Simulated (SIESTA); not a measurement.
**SiO$_{2}$: 7 runs along one coordinate**

System: SiO$_{2}$ (12 atoms in the cell).
Method: Kohn-Sham DFT of a periodic cell, LDA, PseudoDojo 0.4 standard, converted to PSML, no spin polarisation (SIESTA 5.4.2).

The 7 runs differ only in the geometry, by an even scaling of the cell at fixed fractional positions. The structure derives from an entry of the Crystallography Open Database.

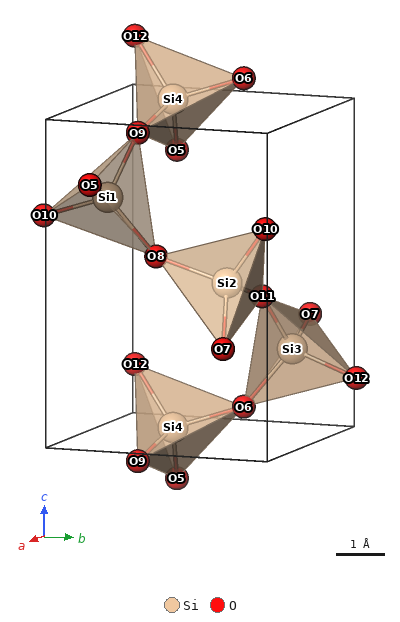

Figure 1. The structure of run 4 (polyhedral view of the cell of the calculation, seen slightly off an axis; polyhedra are completed across the faces of the cell; atoms are numbered from 1 in the order of the input). An atom can appear more than once, as a periodic image.

## Input of run 4
```
SystemName                      Cristobalite
SystemLabel                     SiO2
NumberOfSpecies                 2
NumberOfAtoms                   12
%block ChemicalSpeciesLabel
  1  14 Si
  2   8 O
%endblock ChemicalSpeciesLabel

LatticeConstant                 1.0 Ang
%block LatticeVectors
     4.9820000000     0.0000000000     0.0000000000
     0.0000000000     4.9820000000     0.0000000000
     0.0000000000     0.0000000000     6.9630000000
%endblock LatticeVectors
AtomicCoordinatesFormat         Fractional
%block AtomicCoordinatesAndAtomicSpecies
     0.7989700000     0.2010300000     0.7500000000  1  Si
     0.7010300000     0.7010300000     0.5000000000  1  Si
     0.2010300000     0.7989700000     0.2500000000  1  Si
     0.2989700000     0.2989700000     0.0000000000  1  Si
     0.1034700000     0.2398900000     0.8218700000  2  O
     0.2601100000     0.6034700000     0.0718700000  2  O
     0.8965300000     0.7601100000     0.3218700000  2  O
     0.7398900000     0.3965300000     0.5718700000  2  O
     0.6034700000     0.2601100000     0.9281300000  2  O
     0.7601100000     0.8965300000     0.6781300000  2  O
     0.3965300000     0.7398900000     0.4281300000  2  O
     0.2398900000     0.1034700000     0.1781300000  2  O
%endblock AtomicCoordinatesAndAtomicSpecies

%block kgrid.MonkhorstPack
    4   0   0  0.0
    0   4   0  0.0
    0   0   3  0.0
%endblock kgrid.MonkhorstPack
XC.Functional                   LDA
XC.Authors                      PW92
PAO.BasisSize                   DZP
PAO.EnergyShift                 0.003 Ry
Mesh.Cutoff                     800 Ry
OccupationFunction              FD
ElectronicTemperature           0.05 eV
MaxSCFIterations                120
SCF.MustConverge                false
SCF.Mixer.Method                Pulay
SCF.Mixer.Weight                0.25
SCF.Mixer.History               8
SCF.DM.Tolerance                5.0e-05
SCF.H.Tolerance                 1.0e-03 eV
WriteForces                     true
Charge.Mulliken                 end
```

Command:
```bash
siesta < SiO2.fdf > SiO2.out 2>&1
```

Run 6 differs from it as follows:
```diff
-     4.9820000000     0.0000000000     0.0000000000
-     0.0000000000     4.9820000000     0.0000000000
-     0.0000000000     0.0000000000     6.9630000000
+     5.0475601498     0.0000000000     0.0000000000
+     0.0000000000     5.0475601498     0.0000000000
+     0.0000000000     0.0000000000     7.0546289288
```

## Results, with one run withheld

| run | volume per atom (Å³) | free energy per atom, from the lowest run given (meV) | pressure (GPa) | gap on the mesh (eV) |
| --- | --- | --- | --- | --- |
| 1 | 13.538 | 36.98 | 13.00 | 6.25 |
| 2 | 13.826 | 17.54 | 8.71 | 6.16 |
| 3 | 14.114 | 5.45 | 4.82 | 6.05 |
| 4 | 14.402 | 0.00 | 1.31 | 5.94 |
| 5 | 14.690 | 0.55 | −1.86 | 5.82 |
| 6 | 14.978 | ? | ? | ? |
| 7 | 15.266 | 17.42 | −7.33 | 5.54 |

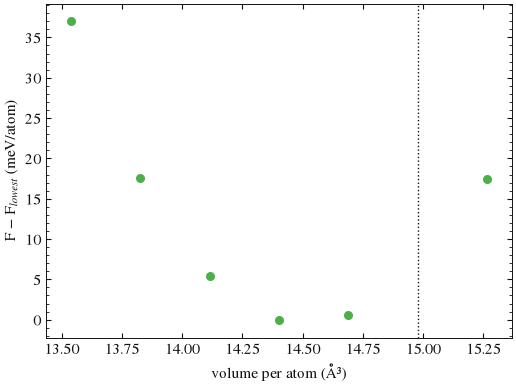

Figure 2. Free energy per atom of the runs given; the dotted line marks run 6.

Estimate the energy of run 6 from the others.

A cubic polynomial in V^(−2/3) (the Birch–Murnaghan form), fitted to the 6 runs given, misses them by under 0.01 meV per atom. With x = V^(−2/3) − 0.16984 Å⁻², it reads F = 1.4224 + 2100 x + 5.8372e+05 x² + 1.1516e+05 x³ (meV per atom). At run 6 it gives 6.53 meV per atom, and the run itself gives 6.53. The slope of the fit gives a pressure −dF/dV of −4.74 GPa there, and the run prints −4.73 GPa. The fit has its minimum at 14.517 Å³ per atom, where V d²F/dV² gives 162 GPa. Cell shape and fractional positions are held, so this is the stiffness under even scaling; the relaxed bulk modulus wasn't computed. The gap on the mesh goes, without turning, from 6.25 eV in run 1 to 5.54 eV in run 7; run 6 has 5.68 eV. These are gaps of this functional on this mesh, which can miss the band edges; they aren't the measured gap.

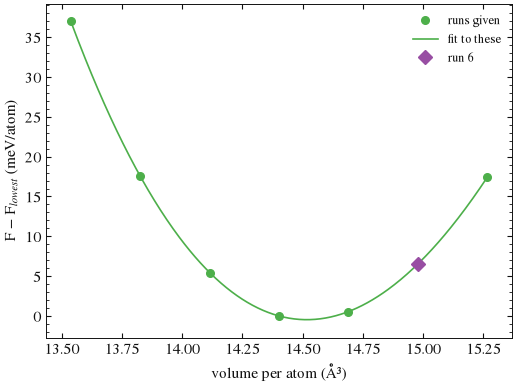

Figure 3. The fit and the withheld run.

## Some lines of the output (run 6)
```
[...]
outcell: Cell volume (Ang**3)        :    179.7369
stepf: Fermi-Dirac step function
siesta: Etot    =     -4055.765663
siesta: FreeEng =     -4055.765663
        iscf     Eharris(eV)        E_KS(eV)     FreeEng(eV)     dDmax    Ef(eV) dHmax(eV)
siesta: E_KS(eV) =            -4069.5274
siesta: E_KS - E_eggbox =     -4069.5274
siesta: Etot    =     -4069.527376
siesta: FreeEng =     -4069.527376
siesta:         Fermi =      -5.934845
siesta: Cell volume =        179.736873 Ang**3
    Orbital volume contribution        =           6.775405 eV
```

Notes: Points of doubt noted for this run: mulliken charges of long orbitals. With a small basis of atomic orbitals these values can differ much from converged plane-wave results.
